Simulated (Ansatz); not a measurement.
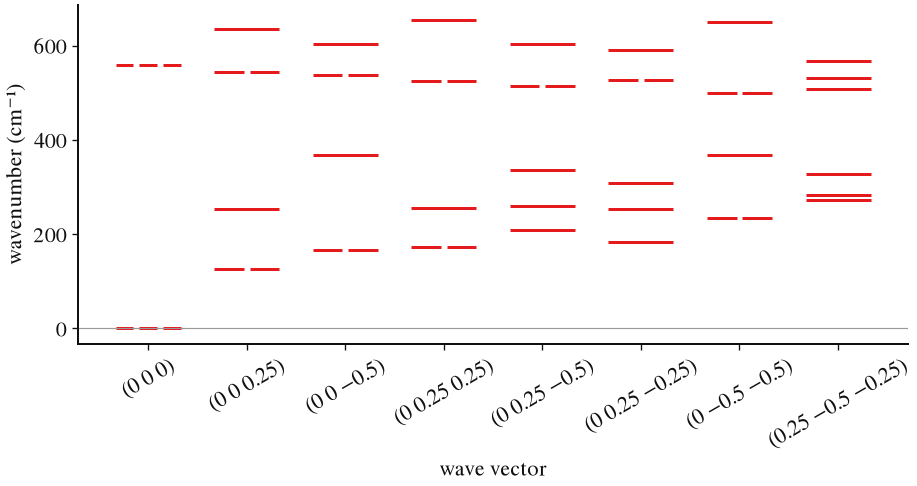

The picture above shows the phonon frequencies at several wave vectors (in fractions of the reciprocal vectors of the given cell) for BeS, space group F-43m (No. 216) (cell built by us, not taken from a database). Imaginary frequencies are drawn as negative.

Structure:
```
CELL_PARAMETERS angstrom
0.00000 2.43807 2.43807
2.43807 0.00000 2.43807
2.43807 2.43807 0.00000
ATOMIC_POSITIONS crystal
Be 0.75000 0.75000 0.75000
S 0.00000 0.00000 0.00000
```

How it was computed, with Ansatz 0.2.0: harmonic phonon frequencies at the irreducible points of a q mesh with atoms at rest in the given cell, q in fractions of the reciprocal cell vectors, no long-range term at q = 0, imaginary frequencies are negative, the first points where there are many; plane waves with PAW datasets. Level: PBE, no spin polarisation.

```json
{"setting": "wave cutoff", "value": "420 eV"}
{"setting": "k mesh", "value": "8×8×8"}
{"setting": "occupations", "value": "fixed"}
{"setting": "pressure", "value": "0 GPa"}
{"setting": "phonon method", "value": "linear response"}
{"setting": "q mesh", "value": "4×4×4"}
```

### Is the structure dynamically stable by these modes?

No frequency is imaginary, so the structure is stable to these displacements at the wave vectors computed.

### What is the highest frequency?

The highest mode among the wave vectors computed lies at 653.6 cm⁻¹, at (0 0.25 0.25) (at the zone centre itself the field of polar modes is left out).
